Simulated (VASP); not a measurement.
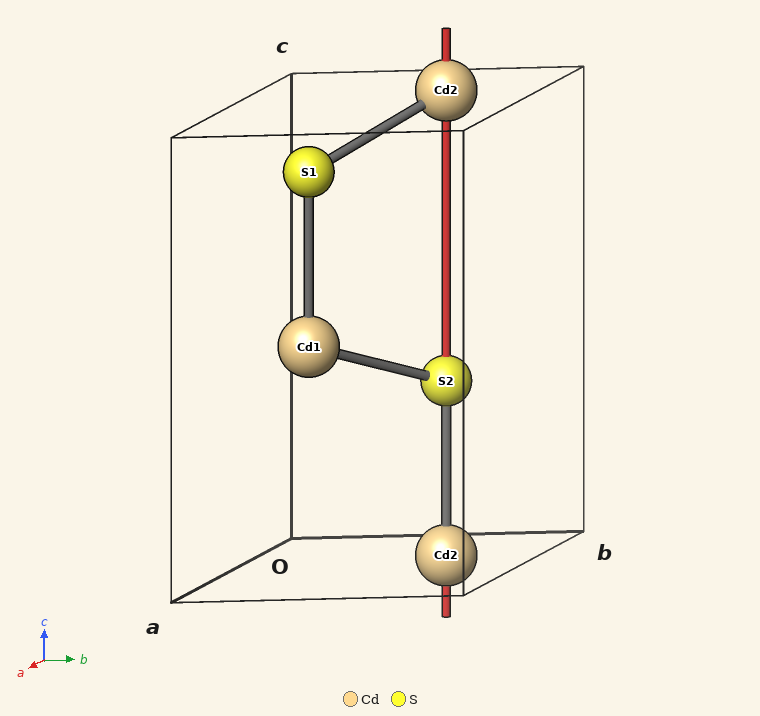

The coloured rod is the axis of a symmetry operation of the crystal. Crystal: CdS, the geometry relaxed with VASP 6.6.1, VASP Kohn-Sham DFT of a periodic cell, rev-vdW-DF2, VASP PAW PBE potentials, recommended. Geometry calculated from the standardised cell; symmetry tolerance 0.002 Å.

a = 4.169 Å, b = 4.169 Å, c = 6.796 Å, α = 90.00°, β = 90.00°, γ = 120.00°.

```csv
atom,x,y,z
Cd1,0.6667,0.3333,0.4997
Cd2,0.3333,0.6667,0.9997
S1,0.6667,0.3333,0.8753
S2,0.3333,0.6667,0.3753
```

Take the operation x, y, z → −y+1, x−y+1, z.

Question: What kind of operation is it, and where does it lie?

Answer: It is a 3-fold rotation, about the line along [0 0 1] through (1/3, 2/3, 1/2).

Question: Onto which atom does it carry each atom (up to whole multiples of a, b and c)?

Answer: Cd1 → Cd1, Cd2 → Cd2, S1 → S1, S2 → S2.

Question: What is the crystal's space group?

Answer: P6_3mc (No. 186).
